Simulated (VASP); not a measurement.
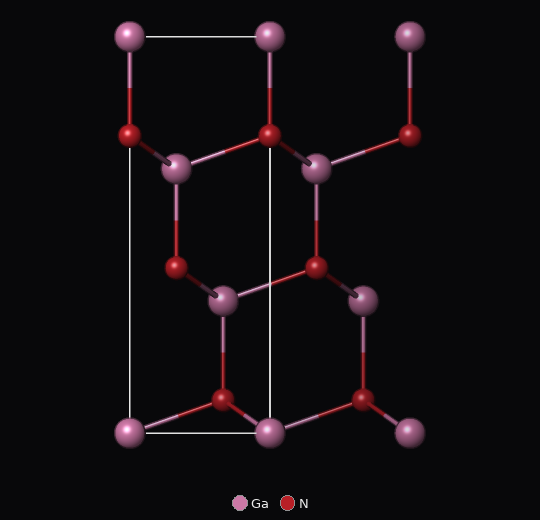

Projection along an edge of the hexagonal mesh, stacking direction [111] upwards. Every atom sits on one of the three columns of the mesh; call them A, B, C in the order in which they first turn up. The box is the hexagonal cell of the face-centred cubic lattice. The sequence starts with the first layer at or above the cell's origin.

The compound is GaN (space group F-43m, No. 216), taken as a cell listed in the Materials Project, as set up for an electronic-structure calculation.

Q: List the layers of one repeat.

A: Ga(A) – N(B) – Ga(B) – N(C) – Ga(C) – N(A) (six layers in 7.81 Å).

Q: How are the N layers alone stacked?

A: N layers alone: BCA, the cubic close-packed type.

Q: Which positions between or in the N layers do the other atoms fill?

A: Ga: three tetrahedral sites in each hexagonal cell.

Q: What short polytype symbol fits?

A: Polytype symbol 3C, the symbol of a tetrahedral polytype (number of double layers in the repeat and lattice).
